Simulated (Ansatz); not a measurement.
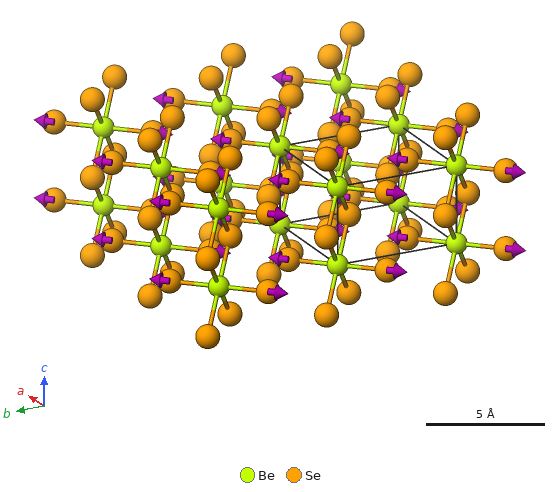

This is a relaxation of a crystal of BeSe₄ (a generated structure, set up in Cmmm) (coarse preliminary run). The starting structure is drawn; purple arrows show the displacements (the part carried along by the change of the cell is left out), at their true length.

The picture is a ball-and-stick view of the cell of the calculation, repeated 2 × 2 × 1 with one cell outlined, seen from a free direction.

All numbers below come from DFT PBE, scalar-relativistic, plane waves, PAW in Ansatz. Settings: plane-wave cutoff 420 eV; k-point mesh 4 × 4 × 6; occupations gaussian; smearing width 0.1 eV; no spin polarisation; cell and atoms relaxed; force threshold 0.04 eV/Å; at most 70 steps.

Question: Atoms of which element are displaced furthest, and by how much?

Answer: Selenium: up to 0.92 Å, against 0.00 Å for beryllium.

Question: What did the optimiser do to the structure, and how much energy did it gain?

Answer: After 10 accepted moves (12 points after the start) the energy has fallen by 306 meV per atom. The largest force component goes from 0.68 to 0.027 eV/Å. The pressure goes from −2.10 to 0.07 GPa. The line search rejected the trial step at point 8 of the run. The SCF was repeated once at an unchanged geometry on a basis and grid sized afresh for the cell, which shifted the energy by 1.2 meV per atom at most. The largest moves relative to the cell, 0.92 Å, are those of Se atoms. Be stays in place. The drawn cell changes as follows: a = b 5.765 → 6.150 Å (+6.7 %), c 3.513 → 3.511 Å (−0.1 %), γ 93.5° → 82.3°; the volume changes by +13.0 %. Some distances before and after: Be–Se 2.209 → 3.509 Å, Se–Se 3.480 → 2.241 Å, Se–Se 3.208 → 4.136 Å, Se–Se 3.050 → 2.618 Å. New bonds form, among them: Se–Se (3.48 → 2.24 Å). Bonds break, among them: Be–Se (2.21 → 3.51 Å). Among the angles between lasting bonds that change: Se–Be–Se 81.9° → 73.4°, Se–Be–Se 98.1° → 106.6°, Be–Se–Be 98.1° → 106.6°. The space group stays Cmmm (No. 65). The run took 3.1 min on 1 thread of Arm Neoverse N1, with other jobs on the host, peak memory 0.43 GiB.

Limits of the set-up: layers or molecules are held without a dispersion correction, so their spacing is unreliable.
